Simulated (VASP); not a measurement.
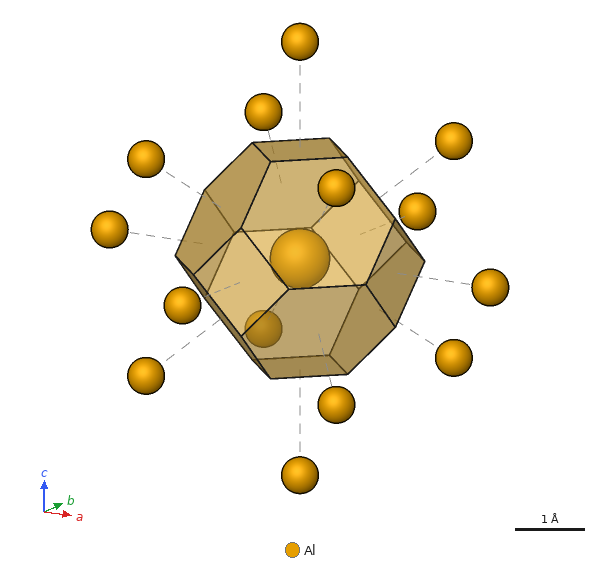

The polyhedron is the computed Voronoi (Dirichlet) cell of the central atom: each face lies in the plane that bisects the line to a neighbour. Central atom: Al (2a) in Al; faces take the colour of the neighbour behind them. Source: coordinates from a relaxation with VASP Kohn-Sham DFT of a periodic cell, revPBE with D2, VASP PAW PBE potentials, recommended in VASP.

Al, space group Im-3m (No. 229), a = 3.250 Å, b = 3.250 Å, c = 3.250 Å, α = 90.00°, β = 90.00°, γ = 90.00°

```csv
site,Wyckoff,x,y,z
Al,2a,0.0000,0.0000,0.0000
```

How many faces does the cell have, and of which kinds?

14 faces, index ⟨0,6,0,8⟩: a truncated octahedron, as in the body-centred cubic structure.

What is the volume of this Voronoi cell?

17.2 Å³, equal to the mean volume per atom.
